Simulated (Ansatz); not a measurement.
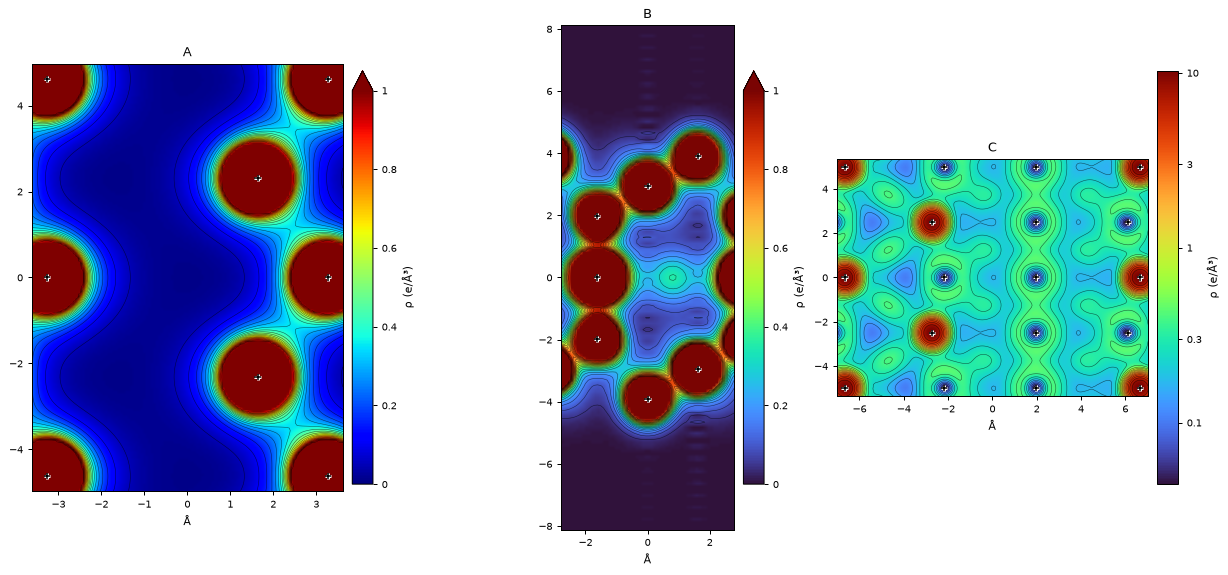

The valence electron density of 3 systems, each on a plane through atoms (crosses mark nuclei in the plane).

Method: DFT PBEsol, scalar-relativistic, plane waves, PAW (Ansatz 0.2.0).

System 1: Co2PtO4 (slab), the (110) plane of the calculation cell, a cut from vacuum to vacuum. Not relaxed (largest force 1.6 eV/Å); computed without spin polarisation.

```yaml
crystal:
  lattice:
    - [2.81018, 0.00000, 0.00000]
    - [-1.40509, 2.43369, 0.00000]
    - [0.00000, 0.00000, 22.82532]
  atoms:
    - { symbol: O, position: [0.00000, 0.00000, 0.32858] }
    - { symbol: Co, position: [0.33333, 0.66667, 0.37078] }
    - { symbol: O, position: [0.66667, 0.33333, 0.41298] }
    - { symbol: Pt, position: [0.66667, 0.33333, 0.50000] }
    - { symbol: O, position: [0.66667, 0.33333, 0.58702] }
    - { symbol: Co, position: [0.00000, 0.00000, 0.62922] }
    - { symbol: O, position: [0.33333, 0.66667, 0.67142] }
```

System 2: TiSi2, the (101) plane of the conventional cell. Space group Cmcm; a structure from a database of computed crystals, not necessarily the ambient phase; computed without spin polarisation.

```
CELL_PARAMETERS angstrom
3.51705 0.00000 0.00000
0.00000 13.34825 0.00000
0.00000 0.00000 3.55562
ATOMIC_POSITIONS crystal
Ti 0.00000 0.10248 0.75000
Ti 0.50000 0.60248 0.75000
Ti 0.00000 0.89752 0.25000
Ti 0.50000 0.39752 0.25000
Si 0.00000 0.44001 0.75000
Si 0.50000 0.94001 0.75000
Si 0.00000 0.55999 0.25000
Si 0.50000 0.05999 0.25000
Si 0.00000 0.75028 0.75000
Si 0.50000 0.25028 0.75000
Si 0.00000 0.24972 0.25000
Si 0.50000 0.74972 0.25000
```

System 3: Sn, the (110) plane of the conventional cell. Space group Fd-3m.

```
Sn
1.0
     6.54156    0.00000    0.00000
     0.00000    6.54156    0.00000
     0.00000    0.00000    6.54156
Sn
8
Direct
  0.00000 0.00000 0.00000
  0.50000 0.50000 0.00000
  0.50000 0.00000 0.50000
  0.00000 0.50000 0.50000
  0.25000 0.25000 0.25000
  0.75000 0.75000 0.25000
  0.75000 0.25000 0.75000
  0.25000 0.75000 0.75000
```

> Which map belongs to which system?

Panel A is system 3, Sn: the plane holds Sn. Sn–Sn (2.83 Å): ρ at the midpoint is about 0.35 e/Å³. Panel B is system 1, Co2PtO4: the plane holds O, Co and Pt. Co–O (1.89 Å): ρ at the midpoint is about 0.77 e/Å³. Panel C is system 2, TiSi2: the plane holds Ti and Si. Ti–Si (2.56 Å): ρ is about 0.32 e/Å³ halfway.
